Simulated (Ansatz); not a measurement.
# Ta: single-point calculation

The run: single-point calculation of Ta (Fm-3m, 1 atom in the cell). Method and program: DFT PBE, scalar-relativistic, plane waves, PAW, PAW set soft_1, no spin polarisation (Ansatz 0.2.0).

The structure derives from an entry of the Crystallography Open Database. Figures and captions count atoms from 1; the log counts them from 0 in places.

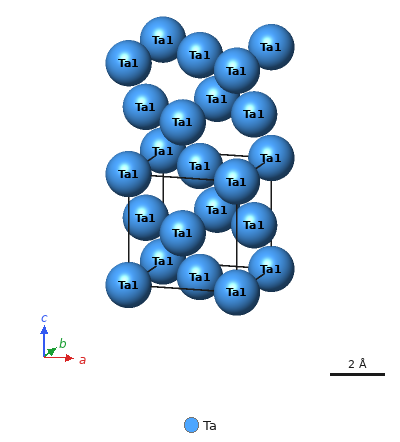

The input geometry (spheres-only view of the cell 4 times as large as that of the calculation, set on its symmetry axes, repeated 1 × 1 × 2, seen slightly off an axis; atoms are numbered from 1 in the order of the input).

### Summary

| quantity | value |
| --- | --- |
| outcome | converged |
| space group (tolerance 0.01 Å) | Fm-3m (225) |
| electrons treated | 13 |
| free energy | −9932.9838 eV |
| Fermi energy | 17.972 eV |
| gap on the k-point mesh | none (metallic) |
| pressure | 1.84 GPa |
| largest force (length of the vector) | under 0.001 eV/Å |
| hardware | 4 threads of Arm Neoverse N1, 98 GiB of memory available, shared host |
| wall time | 0.52 s (CPU time 1.1 s) |
| peak memory | 0.25 GiB |

### Remarks

Spin–orbit coupling is left out, which matters for Ta.

### Input
```yaml
crystal:
  lattice:
    - [0.0, 2.11, 2.11]
    - [2.11, 0.0, 2.11]
    - [2.11, 2.11, 0.0]
  atoms:
    - { symbol: Ta, position: [0.0, 0.0, 0.0] }
basis:
  ecutwfc: 420
kpoints:
  mp_grid: { grid: [8, 8, 8] }
hamiltonian:
  xc: pbe
  pseudopotentials: { kind: paw, azcp: { folder: soft_1 } }
scf:
  occupations: { method: gaussian, width: 0.1 }
output:
  forces: true
  stress: true
  eigenvalues: true
```

Launched with:
```bash
ansatz run input.yaml --threads 4 --pin off --max-ram 12288MiB --backend cpu --events-out ev --progress --plain --runs-dir out
```

### What the program printed
```
Engine: ansatz 0.2.0, aarch64-unknown-linux-gnu
Pseudopotentials: kind: paw
Pseudopotential: Ta, paw, valence charge 13, recommended cutoff 420 eV (normal), [file]
Functional definition: PBE
  parameter kappa = 0.804
  parameter beta = 0.06672455060314922
  exchange = pbe_x(kappa = kappa, mu = beta*pi^2/3)
  correlation = pbe_c(beta = beta)
Crystal: 1 atoms, lattice volume = 18.788 Å³
Basis set: ecut = 420 eV, 339 PW (Γ), exchange–correlation on 40×40×40 points (8 copies of the dense FFT grid, shifted against one another)
Bands: 11, of which v1, the nominal top of the filled ones, is band 7 counted from 1 (6 counted from 0)
Symmetry: 48 space group operations
Space group: Fm-3m (ITA 225), of the structure as read, at distance tolerance 2.7e-5 Å
k-points: 29 of 512
Non-local potential: Ta, projectors of the file, l = 0: 3, l = 1: 2, l = 2: 2, l = 3: 1
PAW form: soft (Blöchl's): semilocal exchange-correlation on the pseudo side does not see the compensation charge
PAW one-centre angular grid: Ta, 590 points (default); XC on 64 Gauss nodes
Initial density: superposition of atomic densities (chi_scale 0.1, normalization cell)
Initial wavefunctions: pseudopotential atomic-orbital guess
Functional: x = pbe(κ = 0.804, μ = 0.2195149727645171), c = pbe(β = 0.06672455060314922)
SCF iter   1: F=—  HF=-9933.126982 eV  |F-HF|=—  |Δ(HF+E_count)|=         —  Δρ=4.78e-2  dr2=4.28e-1  ethr=3.10e-3  ⟨swp⟩=4.9  Hψ=1645  notcnv=0
preconditioner: auto → none  [metal: Δε(μ)=0.182 eV  Ē_g=8.003 eV  σ=0.100 eV  W_gap=0.50  n_scr=0 (ndim 8)  ℏωp=19.2 eV  f_vac=0.000  D(μ)=1.91/eV (n_scr^D=26)]
SCF iter   2: F=—  HF=-9932.988068 eV  |F-HF|=—  |Δ(HF+E_count)|=   1.39e-1  Δρ=1.86e-2  dr2=3.79e-2  ethr=3.10e-3  ⟨swp⟩=2.7  Hψ=742  notcnv=0  defer=12
SCF iter   3: F=—  HF=-9932.983635 eV  |F-HF|=—  |Δ(HF+E_count)|=   4.43e-3  Δρ=4.72e-3  dr2=1.68e-3  ethr=2.91e-4  ⟨swp⟩=2.7  Hψ=471  notcnv=0  defer=12
SCF iter   4: F=—  HF=-9932.983771 eV  |F-HF|=—  |Δ(HF+E_count)|=   1.35e-4  Δρ=2.51e-4  dr2=3.32e-6  ethr=1.29e-5  ⟨swp⟩=1.0  Hψ=307  notcnv=0  defer=12
SCF iter   5: F=—  HF=-9932.983769 eV  |F-HF|=—  |Δ(HF+E_count)|=   2.10e-6  Δρ=3.35e-5  dr2=1.03e-7  ethr=7.69e-10  ⟨swp⟩=7.9  Hψ=1677  notcnv=0
SCF iter   6: F=-9932.983769 eV  HF=-9932.983769 eV  |F-HF|=8.19e-11  |Δ(HF+E_count)|=   4.45e-8  Δρ=2.50e-6  dr2=2.91e-10  ethr=7.69e-10  ⟨swp⟩=3.8  Hψ=851  notcnv=0
SCF 1 converged in 6 iterations: F = -9932.983769 eV  dr2 = 2.91e-10
  greatest PAW one-centre occupation: 0.999 electrons in one spin orbital (limit 2), on the Ta atom at site 0 (counted from 0), in its partial waves of l = 0
```

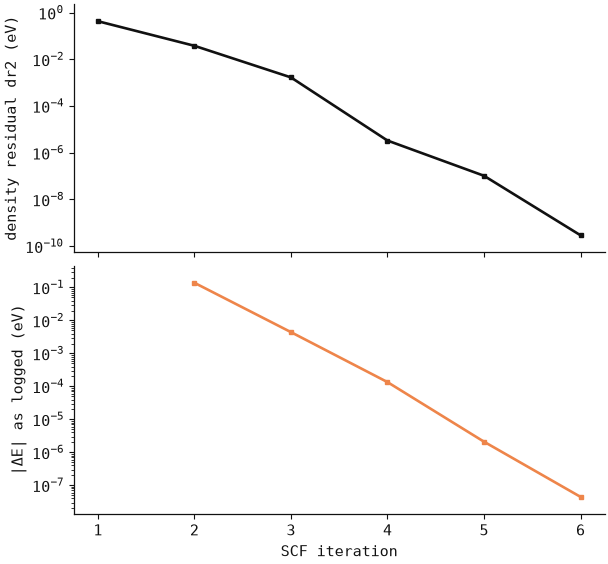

Convergence of the self-consistent field: density residual dr2 and size of the energy change against the SCF iteration. The residual falls at every step.

```
SCF converged after 6 iterations
Free energy (F): -9932.983769 eV
Harris-Foulkes:  -9932.983769 eV  (|F-HF|=8.19e-11)
Internal energy: -9932.973064 eV  (E = F + TS)
E sigma→0 (E₀):  -9932.978416 eV
Entropy (-TS):   -0.010705 eV (-10.705 meV/atom)
Fermi energy:    17.971503 eV
--- Per-component energies (eV) ---
  E_band       = -116.986149
  E_kinetic    = 391.591645
  E_local      = -570.975087  (includes V_loc(G=0)·N_el)
  E_nonlocal   = -11.001543
  E_hartree    = 204.629385
  E_xc         = -320.648485
  E_vxc        = -232.815650  (∫ρ·V_xc dr)
  E_paw        = -8304.596838  (= ΣΔE_a)
  E_vpaw       = -103.044275  (= ΣTr[D̂ρ^β])
  E_aug_tail   = 0.000093  (compensation charges beyond the density's cutoff)
  E_ewald      = -1321.972233
  E_smearing   = -0.010705  (= −TS)
  E_closure    = -0.000000  (closes the sum)
  Σ components = -9932.983769   (vs F -9932.983769, Δ=0.00e0)
--- Forces (eV/Å), atoms counted from 1 ---
  atom   1  Ta     0.00000000     0.00000000     0.00000000
  max |Σ_I F_I| component: 1.48e-31 eV/Å
--- Stress (GPa, compression-positive) ---
        1.837710       0.000000       0.000000
        0.000000       1.837710       0.000000
        0.000000      -0.000000       1.837710
  P = ⅓ Tr σ = 1.8377 GPa (18.377 kbar)
--- Band table (eV; the first three rows and the last of 29) ---
  k-point 0: bands = ["-49.6127", "-15.5908", "-15.5908", "-15.5908", "9.8719", "18.4366", "18.4366", "18.4366", "21.4337", "21.4337", "30.1045"]
  k-point 1: bands = ["-49.5999", "-15.7490", "-15.6110", "-15.6110", "10.4786", "17.9556", "18.6971", "18.6971", "21.2055", "21.2055", "31.2543"]
  k-point 2: bands = ["-49.5688", "-16.1170", "-15.6593", "-15.6593", "11.9545", "17.2958", "18.8390", "18.8390", "21.4785", "21.4785", "30.2502"]
  k-point 28: bands = ["-49.4955", "-16.2574", "-16.2574", "-15.9726", "15.2318", "16.8301", "16.8301", "19.9563", "24.4685", "27.7428", "28.2342"]
```

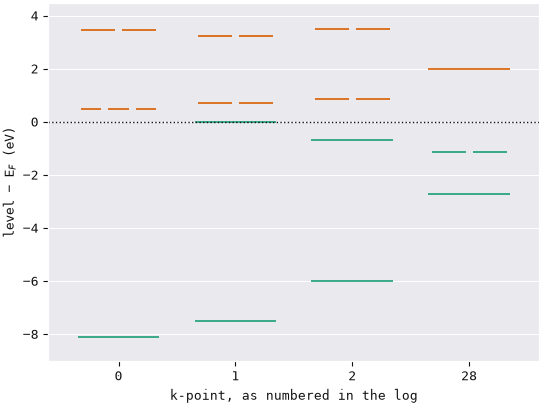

Kohn–Sham levels near the Fermi level (dotted) at the few k-points that the log prints; levels within 0.02 eV of each other stand side by side. The system is metallic on the full mesh.
